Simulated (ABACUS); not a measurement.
**Run report: Ni, tune calculation (part 2 of 2)**

Ni (P6₃/mmc, 2 atoms in the cell); Kohn-Sham DFT of a periodic cell, PBE, PseudoDojo NC SR 0.5 PBE stringent, spin-polarised (ABACUS 3.10.1); cutoff 1428.6 eV, 10×10×6 k-mesh, fermi-dirac of 0.1 eV, collinear spins. The structure derives from a Materials Project entry. It belongs to a series of runs on one base structure; here: ks_solver: cg.

Geometry of the input (Å; fractional positions):
```
2.4480  0.0000  0.0000
-1.2240  2.1201  0.0000
0.0000  0.0000  4.0728
Ni 0.6667  0.3333  0.7500
Ni 0.3333  0.6667  0.2500
```

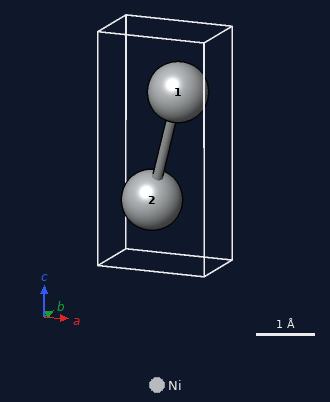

*The structure as given in the input (ball-and-stick view of the cell of the calculation, seen at an oblique angle; atoms are numbered from 1 in the order of the input). An atom can appear more than once, as a periodic image.*

**Log, continued**
```
----------------------------------------------------------
 E_KohnSham     -676.7966439260      -9208.2907446704
 E_Harris       -676.8057075684      -9208.4140618518
 E_Fermi        1.4060995418         19.1309657230
----------------------------------------------------------

 PW ALGORITHM --------------- ION=   1  ELEC=   3--------------------------------
          total magnetism (Bohr mag/cell) = 1.33597890119
       absolute magnetism (Bohr mag/cell) = 1.51849002469
                        nelec for spin up = 18.6679894506
                      nelec for spin down = 17.3320105494

 Density error is 0.000417532731892
                          Error Threshold = 7.61166682409e-06
----------------------------------------------------------
     Energy           Rydberg                 eV
----------------------------------------------------------
 E_KohnSham     -676.7966027576      -9208.2901845459
 E_Harris       -676.8629337207      -9209.1926635973
 E_Fermi        1.4083910744         19.1621436241
----------------------------------------------------------

 PW ALGORITHM --------------- ION=   1  ELEC=   4--------------------------------
          total magnetism (Bohr mag/cell) = 1.34472927195
       absolute magnetism (Bohr mag/cell) = 1.52409007485
                        nelec for spin up = 18.672364636
                      nelec for spin down = 17.327635364

 Density error is 4.60163384161e-05
                          Error Threshold = 1.15981314415e-06
----------------------------------------------------------
     Energy           Rydberg                 eV
----------------------------------------------------------
 E_KohnSham     -676.7966569924      -9208.2909224483
 E_Harris       -676.6990659710      -9206.9631284837
 E_Fermi        1.4081595512         19.1589935894
----------------------------------------------------------

 PW ALGORITHM --------------- ION=   1  ELEC=   5--------------------------------
          total magnetism (Bohr mag/cell) = 1.34029335109
       absolute magnetism (Bohr mag/cell) = 1.52391730973
                        nelec for spin up = 18.6701466755
                      nelec for spin down = 17.3298533245

 Density error is 1.04661104572e-05
                          Error Threshold = 1.27823162267e-07
----------------------------------------------------------
     Energy           Rydberg                 eV
----------------------------------------------------------
 E_KohnSham     -676.7966620018      -9208.2909906040
 E_Harris       -676.7343643960      -9207.4433881945
 E_Fermi        1.4086111894         19.1651384426
----------------------------------------------------------

 PW ALGORITHM --------------- ION=   1  ELEC=   6--------------------------------
          total magnetism (Bohr mag/cell) = 1.34143783905
       absolute magnetism (Bohr mag/cell) = 1.52438955466
                        nelec for spin up = 18.6707189195
                      nelec for spin down = 17.3292810805

 Density error is 2.37187184854e-06
                          Error Threshold = 2.90725290478e-08
----------------------------------------------------------
     Energy           Rydberg                 eV
----------------------------------------------------------
 E_KohnSham     -676.7966621788      -9208.2909930133
 E_Harris       -676.7757284715      -9208.0061753129
 E_Fermi        1.4090761262         19.1714642320
----------------------------------------------------------

 PW ALGORITHM --------------- ION=   1  ELEC=   7--------------------------------
          total magnetism (Bohr mag/cell) = 1.34087284989
       absolute magnetism (Bohr mag/cell) = 1.52460452295
                        nelec for spin up = 18.6704364249
                      nelec for spin down = 17.3295635751

 Density error is 6.03662756526e-07
                          Error Threshold = 6.58853291262e-09
----------------------------------------------------------
     Energy           Rydberg                 eV
----------------------------------------------------------
 E_KohnSham     -676.7966628609      -9208.2910022938
 E_Harris       -676.8114849368      -9208.4926669820
 E_Fermi        1.4092269436         19.1735162077
----------------------------------------------------------

 PW ALGORITHM --------------- ION=   1  ELEC=   8--------------------------------
          total magnetism (Bohr mag/cell) = 1.3406601014
       absolute magnetism (Bohr mag/cell) = 1.52413669208
                        nelec for spin up = 18.6703300507
                      nelec for spin down = 17.3296699493

 Density error is 3.71679892603e-07
                          Error Threshold = 1.67684099035e-09
----------------------------------------------------------
     Energy           Rydberg                 eV
----------------------------------------------------------
 E_KohnSham     -676.7966630531      -9208.2910049085
 E_Harris       -676.7835679460      -9208.1128368359
 E_Fermi        1.4089706323         19.1700289143
----------------------------------------------------------

 PW ALGORITHM --------------- ION=   1  ELEC=   9--------------------------------
          total magnetism (Bohr mag/cell) = 1.34074338792
       absolute magnetism (Bohr mag/cell) = 1.52424009711
                        nelec for spin up = 18.670371694
                      nelec for spin down = 17.329628306

 Density error is 9.47124120565e-08
                          Error Threshold = 1.03244414612e-09
----------------------------------------------------------
     Energy           Rydberg                 eV
----------------------------------------------------------
 E_KohnSham     -676.7966630314      -9208.2910046136
 E_Harris       -676.7899536562      -9208.1997188804
 E_Fermi        1.4090398046         19.1709700511
----------------------------------------------------------

 PW ALGORITHM --------------- ION=   1  ELEC=  10--------------------------------
          total magnetism (Bohr mag/cell) = 1.34079654539
       absolute magnetism (Bohr mag/cell) = 1.52434178126
                        nelec for spin up = 18.6703982727
                      nelec for spin down = 17.3296017273

 Density error is 4.975758088e-09
                          Error Threshold = 2.6309003349e-10
----------------------------------------------------------
     Energy           Rydberg                 eV
----------------------------------------------------------
 E_KohnSham     -676.7966630593      -9208.2910049932
 E_KS(sigma->0) -676.7924870751      -9208.2341878128
 E_Harris       -676.7982502623      -9208.3125999970
 E_band         -39.4456385637       -536.6854457151
 E_one_elec     -326.3056160066      -4439.6156670900
 E_Hartree      188.2976192412       2561.9205415154
 E_xc           -87.5079165480       -1190.6062851618
 E_Ewald        -451.2723977775      -6139.8759598960
 E_entropy(-TS) -0.0083519685        -0.1136343608
 E_descf        0.0000000000         0.0000000000
 E_exx          0.0000000000         0.0000000000
 E_Fermi        1.4090942633         19.1717110000
----------------------------------------------------------

 charge density convergence is achieved
 final etot is -9208.291005 eV
 EFERMI = 19.171711 eV

 STATE ENERGY(eV) AND OCCUPATIONS    NSPIN == 2
SPIN UP :
 1/14 kpoint (Cartesian) = 0.0000 0.0000 0.0000 (2575 pws)
       1       -84.5949     0.00166667
       2       -84.5597     0.00166667
       3       -45.0655     0.00166667
       4       -44.8974     0.00166667
       5       -44.8974     0.00166667
       6       -44.8663     0.00166667
       7       -44.8663     0.00166667
       8       -44.8356     0.00166667
       9        9.83288     0.00166667
      10        14.0380     0.00166667
      11        16.4969     0.00166667
      12        16.6660     0.00166667
      13        16.6660     0.00166667
      14        16.9309     0.00166667
      15        16.9309     0.00166667
      16        17.4438     0.00166667
      17        17.4438     0.00166667
      18        18.3805     0.00166606
      19        18.3805     0.00166606
      20        18.5125     0.00166439
      21        24.6763    2.06931e-27
      22        42.0657        0.00000
      23        44.3045        0.00000

 2/14 kpoint (Cartesian) = -0.040849 0.023584 0.0000 (2617 pws)
       1       -84.5915      0.0100000
       2       -84.5578      0.0100000
       3       -45.0580      0.0100000
       4       -44.9161      0.0100000
       5       -44.9032      0.0100000
       6       -44.8855      0.0100000
       7       -44.8698      0.0100000
       8       -44.8383      0.0100000
       9        10.1912      0.0100000
      10        14.2595      0.0100000
      11        16.3536      0.0100000
      12        16.7573      0.0100000
      13        16.8234      0.0100000
      14        16.8666      0.0100000
      15        17.0483      0.0100000
      16        17.0723      0.0100000
      17        17.3510      0.0100000
      18        17.4488      0.0100000
      19        18.4144     0.00999486
      20        20.0824    1.10932e-06
      21        24.7452    6.23177e-27
      22        39.0219    6.19326e-89
      23        41.6007        0.00000

 3/14 kpoint (Cartesian) = -0.081699 0.047169 0.0000 (2617 pws)
       1       -84.5824      0.0100000
       2       -84.5531      0.0100000
       3       -45.0372      0.0100000
       4       -44.9651      0.0100000
       5       -44.9351      0.0100000
       6       -44.9180      0.0100000
       7       -44.8791      0.0100000
       8       -44.8464      0.0100000
       9        11.2156      0.0100000
      10        14.7553      0.0100000
      11        16.0828      0.0100000
      12        16.0852      0.0100000
      13        16.6134      0.0100000
      14        17.1370      0.0100000
      15        17.1514      0.0100000
      16        17.2105      0.0100000
      17        17.2546      0.0100000
      18        17.4556      0.0100000
      19        18.4755     0.00999054
      20        22.0345    3.68907e-15
      21        25.0012    4.81970e-28
      22        34.1433    9.53587e-68
      23        38.7856    6.57650e-88

 4/14 kpoint (Cartesian) = -0.12255 0.070753 0.0000 (2601 pws)
       1       -84.5705      0.0100000
       2       -84.5479      0.0100000
       3       -45.0262      0.0100000
       4       -45.0077      0.0100000
       5       -44.9955      0.0100000
       6       -44.9359      0.0100000
       7       -44.8912      0.0100000
       8       -44.8601      0.0100000
       9        12.6926      0.0100000
      10        14.9394      0.0100000
      11        15.4030      0.0100000
      12        16.0401      0.0100000
      13        16.5899      0.0100000
      14        16.9065      0.0100000
      15        16.9581      0.0100000
      16        17.7806     0.00999999
      17        17.8295     0.00999999
      18        17.9629     0.00999994
      19        18.5194     0.00998533
      20        24.2743    6.91274e-25
      21        25.4729    4.30897e-30
      22        29.7803    8.45972e-49
      23        36.5156    4.74832e-78

 5/14 kpoint (Cartesian) = -0.16340 0.094337 0.0000 (2601 pws)
       1       -84.5600      0.0100000
       2       -84.5446      0.0100000
       3       -45.0759      0.0100000
       4       -45.0435      0.0100000
       5       -44.9777      0.0100000
       6       -44.9500      0.0100000
       7       -44.9011      0.0100000
       8       -44.8774      0.0100000
       9        13.9901      0.0100000
      10        14.7319      0.0100000
      11        15.0086      0.0100000
      12        16.3084      0.0100000
      13        16.7368      0.0100000
      14        16.7585      0.0100000
      15        16.8457      0.0100000
      16        18.3195     0.00999801
      17        18.4235     0.00999437
      18        18.5400     0.00998199
      19        18.8954     0.00940624
      20        24.4714    9.63024e-26
      21        26.7208    1.63906e-35
      22        28.1059    1.58184e-41
      23        33.7232    6.36266e-66

 6/14 kpoint (Cartesian) = 0.20425 0.35377 0.0000 (2590 pws)
       1       -84.5554     0.00500000
       2       -84.5439     0.00500000
       3       -45.0950     0.00500000
       4       -45.0617     0.00500000
       5       -44.9624     0.00500000
       6       -44.9554     0.00500000
       7       -44.9050     0.00500000
       8       -44.8877     0.00500000
       9        14.4517     0.00500000
      10        14.5515     0.00500000
      11        14.8805     0.00500000
      12        16.6308     0.00500000
      13        16.6750     0.00500000
      14        16.6829     0.00500000
      15        16.9431     0.00500000
      16        18.5050     0.00499365
      17        18.5453     0.00499050
      18        18.6225     0.00497948
      19        20.3028    6.11980e-08
      20        22.2620    1.89608e-16
      21        28.4884    1.72627e-43
      22        29.0464    6.50969e-46
      23        31.5869    6.03109e-57

[... levels at 22 further k points ...]

------------------------------------------------------------------------------------------
 TOTAL-FORCE (eV/Angstrom)
------------------------------------------------------------------------------------------
                       Ni1         0.0000000000         0.0000000000         0.0000000000
                       Ni2         0.0000000000         0.0000000000         0.0000000000
------------------------------------------------------------------------------------------

----------------------------------------------------------------
 TOTAL-STRESS (KBAR)
----------------------------------------------------------------
        91.3136948517         0.0000000000        -0.0000000000
         0.0000000000        91.3136948466         0.0000000000
         0.0000000000         0.0000000000        47.0985731340
----------------------------------------------------------------
 TOTAL-PRESSURE: 76.575321 KBAR

 --------------------------------------------
 !FINAL_ETOT_IS -9208.2910049932415859 eV
 --------------------------------------------
```

**Results in brief**

- outcome: converged
- space group (tolerance 0.01 Å): P6₃/mmc (194)
- electrons treated: 36
- free energy: −9208.2910 eV
- Fermi energy: 19.172 eV
- gap on the k-point mesh: none (metallic)
- net moment of the cell: 1.34 μB
- integrated absolute moment: 1.52 μB
- pressure: 7.66 GPa
- largest force (length of the vector): under 0.001 eV/Å
- wall time: 16 s (CPU time 65 s)
- peak memory: 0.4 GiB

**Notes**

The cell is under a pressure of 7.7 GPa at this level, so it is not at its equilibrium volume.
